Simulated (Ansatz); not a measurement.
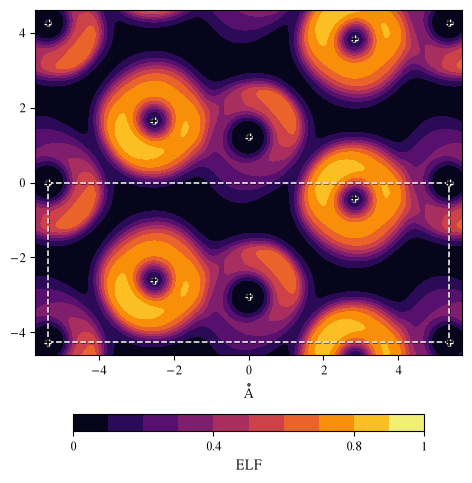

The ELF on a plane through atoms (crosses mark nuclei in the plane).

Theory: DFT PBEsol, scalar-relativistic, plane waves, PAW in Ansatz.

Candidates:
A. Ta, a = 2.89 Å, b = 2.89 Å, c = 4.22 Å, α = 90.00°, β = 90.00°, γ = 90.00°. Space group I4/mmm; changed on purpose from its base cell (strain -0.030 along x and y, +0.000 along z, atoms carried along); computed pressure about 6 GPa in this cell; computed without spin polarisation.
B. GeSe, a = 10.71 Å, b = 3.85 Å, c = 4.26 Å, α = 90.00°, β = 90.00°, γ = 90.00°. Space group Pnma.

### Which candidate gave the map?

Candidate B: GeSe on the (010) plane of the conventional cell, which holds Ge and Se. Ge–Se (2.57 Å): the ELF is about 0.65 at the midpoint.
